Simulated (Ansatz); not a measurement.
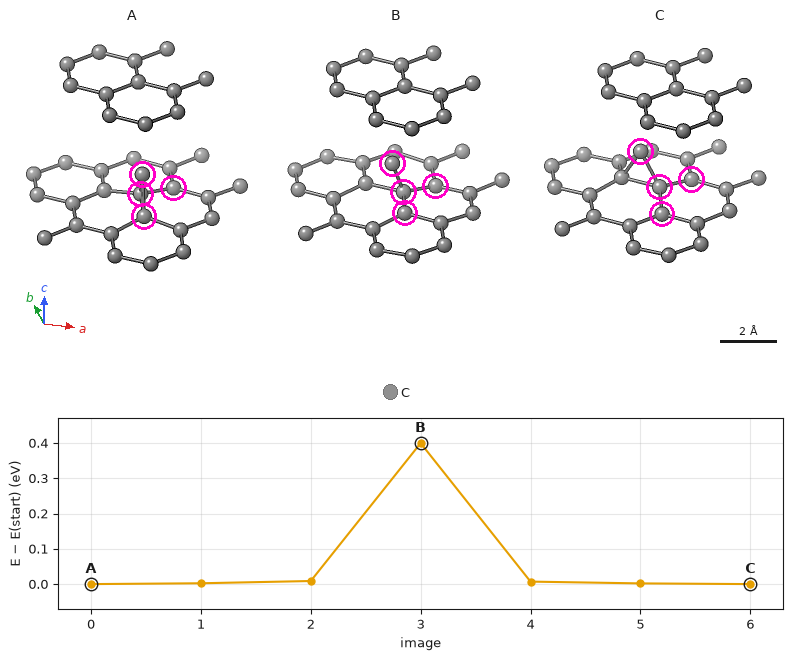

A search for the minimum-energy path of a defect cell of composition C (29 atoms in the cell) by the nudged elastic band. Images are numbered from 0 (start) to 6 (end). Frames A to C are images 0, 3, 6. Style: ball-and-stick. Shown: the atoms within 4.5 Å of the middle of the path, from a free direction. The atoms that move most are ringed. Bonds to atoms that aren't drawn are left out.

Method: Ansatz 0.2.0, DFT PBE, scalar-relativistic, plane waves, PAW. Run with plane-wave cutoff 420 eV; k-point mesh 4 × 4 × 3; Gaussian smearing 0.1 eV; 5 movable images; climbing image.

### What happens along the path, and what is the barrier?

The two ends have the same energy, and the highest point, image 3, lies 0.40 eV above the start. A C atom travels furthest, 1.88 Å from end to end, along [−1 2 0], on a path that bends up to 0.11 Å away from the straight line. At the highest image its nearest neighbour (C) is 1.47 Å away, against 1.53 Å at the start, and the surrounding atoms stand up to 0.23 Å off the mean of their end positions. Breaking: C–C (1.53 → 2.48 Å). Forming: C–C (2.47 → 1.53 Å). The band converged in 10 iterations, with a climbing image at the top.

Limits of the set-up: the periodic images lie only 6.5 Å apart, so the values are limited by the cell's size.

The run took 13 min on 4 threads of Intel(R) Xeon(R) Platinum 8488C (Sapphire Rapids), on a shared host, peak memory 3.6 GiB.
